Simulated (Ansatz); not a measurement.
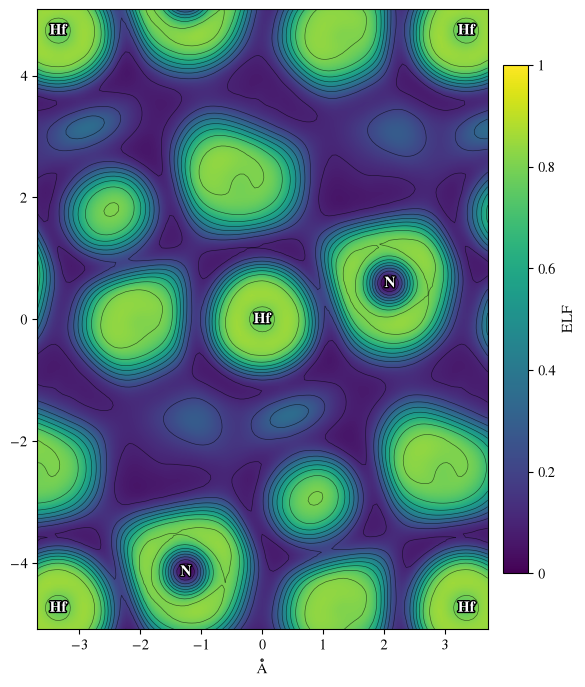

Figure. Hf3N4. Electron localisation function on the (110) plane of the conventional cell.

Space group I-43d; not relaxed (largest force 0.3 eV/Å); computed pressure about 7 GPa in this cell.

These are results of DFT, PBE, plane-wave PAW, default files, scalar-relativistic, frozen cores in Ansatz, not measurements.

Core electrons are frozen (PAW), and the valence fields are smoothed inside the atomic spheres.

```cif
data_structure
_symmetry_space_group_name_H-M 'P 1'
_symmetry_Int_Tables_number 1
_cell_length_a 6.7010
_cell_length_b 6.7010
_cell_length_c 6.7010
_cell_angle_alpha 90.000
_cell_angle_beta 90.000
_cell_angle_gamma 90.000
_cell_volume 300.90
loop_
_atom_site_label
_atom_site_type_symbol
_atom_site_fract_x
_atom_site_fract_y
_atom_site_fract_z
_atom_site_occupancy
Hf1 Hf 0.37500 0.00000 0.25000 1
Hf2 Hf 0.87500 0.50000 0.75000 1
Hf3 Hf 0.25000 0.37500 0.00000 1
Hf4 Hf 0.75000 0.87500 0.50000 1
Hf5 Hf 0.12500 0.00000 0.75000 1
Hf6 Hf 0.62500 0.50000 0.25000 1
Hf7 Hf 0.75000 0.12500 0.00000 1
Hf8 Hf 0.25000 0.62500 0.50000 1
Hf9 Hf 0.00000 0.25000 0.37500 1
Hf10 Hf 0.50000 0.75000 0.87500 1
Hf11 Hf 0.00000 0.75000 0.12500 1
Hf12 Hf 0.50000 0.25000 0.62500 1
N1 N 0.06300 0.06300 0.06300 1
N2 N 0.56300 0.56300 0.56300 1
N3 N 0.31300 0.68700 0.18700 1
N4 N 0.81300 0.18700 0.68700 1
N5 N 0.93700 0.43700 0.06300 1
N6 N 0.43700 0.93700 0.56300 1
N7 N 0.18700 0.31300 0.68700 1
N8 N 0.68700 0.81300 0.18700 1
N9 N 0.06300 0.93700 0.43700 1
N10 N 0.56300 0.43700 0.93700 1
N11 N 0.31300 0.31300 0.31300 1
N12 N 0.81300 0.81300 0.81300 1
N13 N 0.43700 0.06300 0.93700 1
N14 N 0.93700 0.56300 0.43700 1
N15 N 0.68700 0.18700 0.31300 1
N16 N 0.18700 0.68700 0.81300 1
```

**Interpret the plot.**

- Atoms in the plane: Hf and N.
- Atoms just off the plane (Hf, 0.6 Å away and N, 0.6 Å away) can leave unmarked features too.
- Hf–N (2.18 Å): the ELF peaks at about 0.80 in the valence shell of N, 0.7 Å from its nucleus, and drops to about 0.20 between the two atoms: no localised pair shows between them.
- The features right at Hf lie inside the PAW spheres, where the map follows smoothed inner orbitals and isn't to be read closely.

**Does the calculation give a band gap?**

It is gapped, with a Kohn–Sham gap of 1.0 eV on the k-point mesh (the band edges may lie off the mesh, which would make the gap smaller).
